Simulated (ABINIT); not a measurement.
## Phonon calculation, with input and output: Al (part 1 of 3)

The run: phonon calculation of Al (P-1, 4 atoms in the cell). Method and program: Kohn-Sham DFT of a periodic cell, LDA, PseudoDojo NC SR LDA v0.4.1 standard, no spin polarisation (ABINIT 10.8.3).

The structure derives from a Materials Project entry.

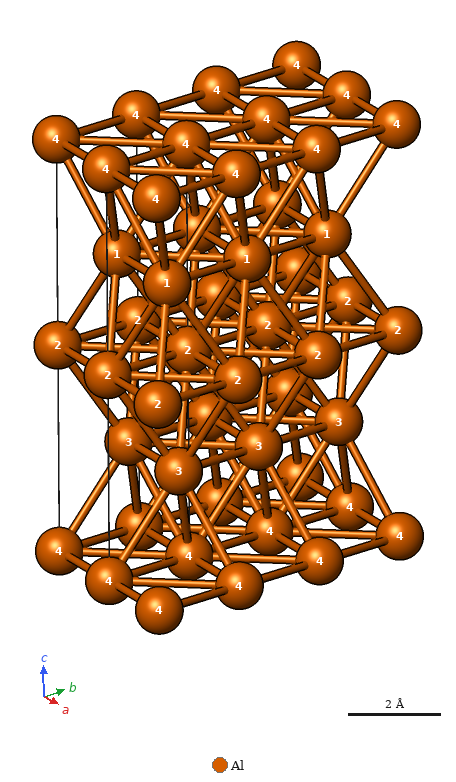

Fig. 1: The input geometry (ball-and-stick view of the cell of the calculation, set on other vectors, repeated 2 × 3 × 1, seen slightly off an axis; atoms are numbered from 1 in the order of the input). An atom can appear more than once, as a periodic image. Near neighbours in the periodic cell (some may lie outside the picture): Al has 12 Al at 2.74 to 2.88 Å.

**Input**
```
# Datasets
ndtset 2

# Pseudopotentials
pp_dirpath "./"
pseudos "Al.upf"

# Structure
acell 3*1.0
rprim
     5.3921501932     0.1161709135     0.0614444449
    -2.5954689123     4.4869468131    -0.0469634736
     0.1996533445    -0.0609361086    17.5186039931
ntypat 1
znucl 13
natom 4
typat 1 1 1 1
chkprim 0
chksymtnons 0
tolsym 1.0e-6
xred
            2/3            1/3            3/4
            0.0            0.0            1/2
            1/3            2/3            1/4
            0.0            0.0            0.0

# Plane-wave basis
ecut 16.0

# k points
ngkpt 6 6 2
nshiftk 1
shiftk 0.0 0.0 0.0

# Exchange and correlation
ixc 7

# Bands and occupations
nband 14
occopt 6
tsmear 0.1 eV

# SCF cycle
nstep 80

# Output
prteig 0
prtebands 0
prtwf 0
prtden 0
prtpot 0

# Dataset 1: ground state
kptopt1 1
tolvrs1 1.0e-15
prtwf1 1
tolwfr1 1.0e-14
nbdbuf1 4
nline1 6

# Dataset 2: response at q = 0 to atomic displacements
rfphon2 1
rfatpol2 1 4
rfdir2 1 1 1
getwfk2 1
kptopt2 2
nqpt2 1
qpt2 0.0 0.0 0.0
tolvrs2 1.0e-6
```

**File mrgddb.in**
```
merged_DDB
Al
2
runo_DS1_DDB
runo_DS2_DDB
```

**File anaddb.abi**
```
ddb_filepath "merged_DDB"
output_file "anaddb.abo"
outdata_prefix "ana"
asr 1
chneut 0
dipdip 0
dieflag 0
enunit 0
eivec 0
nph1l 1
qph1l 0.0 0.0 0.0 1.0
```

Launched with:
```bash
abinit run.abi > log 2>&1
mrgddb < mrgddb.in > mrgddb.log 2>&1
anaddb anaddb.abi > anaddb.log 2>&1
```

**The program's output**
```
.Version 10.8.3 of ABINIT
 DATASET    1 : space group P-1 (#  2); Bravais aP (primitive triclinic)
================================================================================
 Values of the parameters that define the memory need for DATASET  1.
     intxc =       0    ionmov =       0      iscf =       7    lmnmax =       6
     lnmax =       6     mgfft =      64  mpssoang =       3    mqgrid =    3154
     natom =       4  nloc_mem =       1    nspden =       1   nspinor =       1
    nsppol =       1      nsym =       2    n1xccc =    2501    ntypat =       1
    occopt =       6   xclevel =       1
       mpw =        1331          nfft =       25600          nkpt =          40
================================================================================
================================================================================

 DATASET    2 : space group P-1 (#  2); Bravais aP (primitive triclinic)
================================================================================
 Values of the parameters that define the memory need for DATASET  2 (RF).
     intxc =       0      iscf =       7    lmnmax =       6     lnmax =       6
     mgfft =      64  mpssoang =       3    mqgrid =    3154     natom =       4
  nloc_mem =       1    nspden =       1   nspinor =       1    nsppol =       1
      nsym =       2    n1xccc =    2501    ntypat =       1    occopt =       6
   xclevel =       1
      nfft =       25600          nkpt =          40
================================================================================
================================================================================

--------------------------------------------------------------------------------
------------- Echo of variables that govern the present computation ------------
--------------------------------------------------------------------------------
 -outvars: echo values of preprocessed input variables --------
            acell      1.0000000000E+00  1.0000000000E+00  1.0000000000E+00 Bohr
              amu      2.69815390E+01
          chkprim           0
      chksymtnons           0
             ecut      1.60000000E+01 Hartree
           getwfk1          0
           getwfk2          1
              ixc           7
           jdtset        1    2
           kptopt1          1
           kptopt2          2
         kptrlatt        6    0    0      0    6    0      0    0    2
          kptrlen      3.11025533E+01
            natom           4
            nband          14
           nbdbuf1          4
           nbdbuf2          2
           ndtset           2
            ngfft          20      20      64
             nkpt          40
            nline1          6
            nline2          4
             nqpt1          0
             nqpt2          1
            nstep          80
             nsym           2
           ntypat           1
           occopt           6
        optdriver1          0
        optdriver2          1
           prtden           0
        prtebands           0
           prteig           0
            prtwf1          1
            prtwf2          0
           rfphon1          0
           rfphon2          1
            rprim      5.3921501932E+00  1.1617091350E-01  6.1444444900E-02
                      -2.5954689123E+00  4.4869468131E+00 -4.6963473600E-02
                       1.9965334450E-01 -6.0936108600E-02  1.7518603993E+01
          spgroup           2
           tolsym      1.00000000E-06
           tolvrs1     1.00000000E-15
           tolvrs2     1.00000000E-06
           tolwfr1     1.00000000E-14
           tolwfr2     0.00000000E+00
           tsmear      3.67493222E-03 Hartree
            typat      1  1  1  1
           xangst      1.5236866656E+00  8.0826216613E-01  6.9662271619E+00
                       5.2825999959E-02 -1.6122999985E-02  4.6352229968E+00
                       6.1905333294E-02  1.5953568323E+00  2.3118818318E+00
                       0.0000000000E+00  0.0000000000E+00  0.0000000000E+00
            xcart      2.8793504997E+00  1.5273941319E+00  1.3164261467E+01
                       9.9826672250E-02 -3.0468054300E-02  8.7593019966E+00
                       1.1698412566E-01  3.0147874861E+00  4.3688234975E+00
                       0.0000000000E+00  0.0000000000E+00  0.0000000000E+00
             xred      6.6666666667E-01  3.3333333333E-01  7.5000000000E-01
                      -1.6031601820E-18 -2.2844500245E-20  5.0000000000E-01
                       3.3333333333E-01  6.6666666667E-01  2.5000000000E-01
                       0.0000000000E+00  0.0000000000E+00  0.0000000000E+00
            znucl       13.00000

================================================================================

 chkinp: Checking input parameters for consistency, jdtset=   1.

 chkinp: Checking input parameters for consistency, jdtset=   2.

================================================================================
== DATASET  1 ==================================================================

--- !DatasetInfo
iteration_state: {dtset: 1, }
dimensions: {natom: 4, nkpt: 40, mband: 14, nsppol: 1, nspinor: 1, nspden: 1, mpw: 1331, }
cutoff_energies: {ecut:  16.0, pawecutdg:  -1.0, }
electrons: {nelect:   1.20000000E+01, charge:   0.00000000E+00, occopt:   6.00000000E+00, tsmear:   3.67493222E-03, }
meta: {optdriver: 0, ionmov: 0, optcell: 0, iscf: 7, paral_kgb: 0, }
...

 Exchange-correlation functional for the present dataset will be:
  LDA: Perdew-Wang 92 LSD fit to Ceperley-Alder data - ixc=7
  J.P.Perdew and Y.Wang, PRB 45, 13244 (1992)

 Real(R)+Recip(G) space primitive vectors, cartesian coordinates (Bohr,Bohr^-1):
 R(1)=  5.3921502  0.1161709  0.0614444  G(1)=  0.1831918  0.1059491 -0.0017192
 R(2)= -2.5954689  4.4869468 -0.0469635  G(2)= -0.0047519  0.2201286  0.0008198
 R(3)=  0.1996533 -0.0609361 17.5186040  G(3)= -0.0006553  0.0002185  0.0570904
 Unit cell volume ucvol=  4.2907053E+02 bohr^3
 Angles (23,13,12)=  9.10185138E+01  8.86987860E+01  1.18816378E+02 degrees

 getcut: wavevector=  0.0000  0.0000  0.0000  ngfft=  20  20  64
         ecut(hartree)=     16.000   => boxcut(ratio)=   2.02932

--- Pseudopotential description ------------------------------------------------
- pspini: atom type   1  psp file is ./Al.upf
  13.00000   3.00000  180309                  znucl, zion, pspdat
12 -1012 2 -1 1854                            pspcod,pspxc,lmax,lloc,mmax
     nproj     2     2     2

   2.75707887E+01                                ecore*ucvol(ha*bohr**3)
--------------------------------------------------------------------------------

================================================================================

--- !BeginCycle
iteration_state: {dtset: 1, }
solver: {iscf: 7, nstep: 80, nline: 6, wfoptalg: 0, }
tolerances: {tolwfr: 1.00E-14, tolvrs: 1.00E-15, }
...

     iter   Etot(hartree)      deltaE(h)  residm     vres2
 ETOT  1  -9.4457199090295    -9.446E+00 6.281E-03 1.752E+00
 ETOT  2  -9.4501944857992    -4.475E-03 3.103E-05 9.931E-02
 ETOT  3  -9.4502158809943    -2.140E-05 2.471E-06 1.052E-02
 ETOT  4  -9.4502167148793    -8.339E-07 1.494E-07 2.223E-03
 ETOT  5  -9.4502168922095    -1.773E-07 1.180E-08 6.852E-05
 ETOT  6  -9.4502168980555    -5.846E-09 8.648E-10 5.293E-08
 ETOT  7  -9.4502168980623    -6.869E-12 6.337E-11 1.821E-10
 ETOT  8  -9.4502168980623    -7.105E-15 4.671E-12 5.977E-12
 ETOT  9  -9.4502168980623     5.151E-14 3.446E-13 7.754E-14
 ETOT 10  -9.4502168980624    -7.283E-14 2.615E-14 7.727E-16
 ETOT 11  -9.4502168980624    -5.329E-15 7.124E-15 1.590E-18

 At SCF step   11  max residual=  7.12E-15 < tolwfr=  1.00E-14 AND vres2   =  1.59E-18 < tolvrs=  1.00E-15 =>converged.

 Cartesian components of stress tensor (hartree/bohr^3)
  sigma(1 1)=  1.42124671E-04  sigma(3 2)=  1.06247373E-05
  sigma(2 2)= -8.65358027E-05  sigma(3 1)= -8.00564136E-06
  sigma(3 3)= -4.67100657E-05  sigma(2 1)=  1.64291001E-04

--- !ResultsGS
iteration_state: {dtset: 1, }
comment   : Summary of ground state results
lattice_vectors:
- [  5.3921502,   0.1161709,   0.0614444, ]
- [ -2.5954689,   4.4869468,  -0.0469635, ]
- [  0.1996533,  -0.0609361,  17.5186040, ]
lattice_lengths: [   5.39375,    5.18376,   17.51985, ]
lattice_angles: [ 91.019,  88.699, 118.816, ] # degrees, (23, 13, 12)
lattice_volume:   4.2907053E+02
convergence: {deltae: -5.329E-15, res2:  1.590E-18, residm:  7.124E-15, diffor: null, }
etotal    :  -9.45021690E+00
entropy   :   0.00000000E+00
fermie    :   2.90162576E-01
cartesian_stress_tensor: # hartree/bohr^3
- [  1.42124671E-04,   1.64291001E-04,  -8.00564136E-06, ]
- [  1.64291001E-04,  -8.65358027E-05,   1.06247373E-05, ]
- [ -8.00564136E-06,   1.06247373E-05,  -4.67100657E-05, ]
pressure_GPa:  -8.7074E-02
xred      :
- [  6.6667E-01,   3.3333E-01,   7.5000E-01, Al]
- [ -1.6032E-18,  -2.2845E-20,   5.0000E-01, Al]
- [  3.3333E-01,   6.6667E-01,   2.5000E-01, Al]
- [  0.0000E+00,   0.0000E+00,   0.0000E+00, Al]
cartesian_forces: # hartree/bohr
- [ -5.16667457E-04,  -2.63968242E-04,   2.42352991E-04, ]
- [ -0.00000000E+00,  -0.00000000E+00,  -0.00000000E+00, ]
- [  5.16667457E-04,   2.63968242E-04,  -2.42352991E-04, ]
- [ -0.00000000E+00,  -0.00000000E+00,  -0.00000000E+00, ]
force_length_stats: {min:   0.00000000E+00, max:   6.28776165E-04, mean:   3.14388083E-04, }
...

 Integrated electronic density in atomic spheres:
 ------------------------------------------------
 Atom  Sphere_radius  Integrated_density
    1        2.00000          0.92850216
    2        2.00000          0.92952802
    3        2.00000          0.92850216
    4        2.00000          0.92895205
================================================================================

 ----iterations are completed or convergence reached----

 Mean square residual over all n,k,spin=   31.639E-16; max=  71.244E-16
 reduced coordinates (array xred) for    4 atoms
       0.666666666667      0.333333333333      0.750000000000
      -0.000000000000     -0.000000000000      0.500000000000
       0.333333333333      0.666666666667      0.250000000000
       0.000000000000      0.000000000000      0.000000000000
 rms dE/dt=  2.0480E-03; max dE/dt=  4.1586E-03; dE/dt below (all hartree)
    1       0.002801722716     -0.000145201124     -0.004158616889
    2       0.000000000000      0.000000000000      0.000000000000
    3      -0.002801722716      0.000145201124      0.004158616889
    4       0.000000000000      0.000000000000      0.000000000000

 cartesian coordinates (angstrom) at end:
    1      1.52368666563177     0.80826216612894     6.96622716192160
    2      0.05282599995915    -0.01612299998518     4.63522299684682
    3      0.06190533329381     1.59535683226854     2.31188183177054
    4      0.00000000000000     0.00000000000000     0.00000000000000

 cartesian forces (hartree/bohr) at end:
    1     -0.00051666745713    -0.00026396824177     0.00024235299110
    2     -0.00000000000000    -0.00000000000000    -0.00000000000000
    3      0.00051666745713     0.00026396824177    -0.00024235299110
    4     -0.00000000000000    -0.00000000000000    -0.00000000000000
 frms,max,avg= 2.5669679E-04 5.1666746E-04   0.000E+00  0.000E+00  0.000E+00 h/b

 cartesian forces (eV/Angstrom) at end:
    1     -0.02656810886154    -0.01357379274911     0.01246229186982
    2     -0.00000000000000    -0.00000000000000    -0.00000000000000
    3      0.02656810886154     0.01357379274911    -0.01246229186982
    4     -0.00000000000000    -0.00000000000000    -0.00000000000000
 frms,max,avg= 1.3199880E-02 2.6568109E-02   0.000E+00  0.000E+00  0.000E+00 e/A
 length scales=  1.000000000000  1.000000000000  1.000000000000 bohr
              =  0.529177210544  0.529177210544  0.529177210544 angstroms
 Fermi (or HOMO) energy (hartree) =   0.29016   Average Vxc (hartree)=  -0.36997
 Eigenvalues (hartree) for nkpt=  40  k points:
 kpt#   1, nband= 14, wtk=  0.01389, kpt=  0.0000  0.0000  0.0000 (reduced coord)
  -0.12540   -0.06264   -0.06262    0.11818    0.12470    0.41507    0.41551    0.66888
   0.67331    0.70807    0.71796    0.71951    0.72768    0.72807
      occupation numbers for kpt#   1
   2.00000    2.00000    2.00000    2.00000    2.00000    0.00000    0.00000    0.00000
   0.00000    0.00000    0.00000    0.00000    0.00000    0.00000
 prteigrs : prtvol=0 or 1, do not print more k-points.

--- !EnergyTerms
iteration_state     : {dtset: 1, }
comment             : Components of total free energy in Hartree
kinetic             :  3.51421911933848E+00
hartree             :  1.47876330224925E-02
xc                  : -4.48840901674447E+00
Ewald energy        : -1.09389854584751E+01
psp_core            :  6.42570080287614E-02
local_psp           :  6.65253621075576E-01
non_local_psp       :  1.71872592791368E+00
internal            : -9.45015116584058E+00
'-kT*entropy'       : -6.57322217786636E-05
total_energy        : -9.45021689806236E+00
total_energy_eV     : -2.57153502121471E+02
band_energy         :  1.51731528997339E+00
...
```
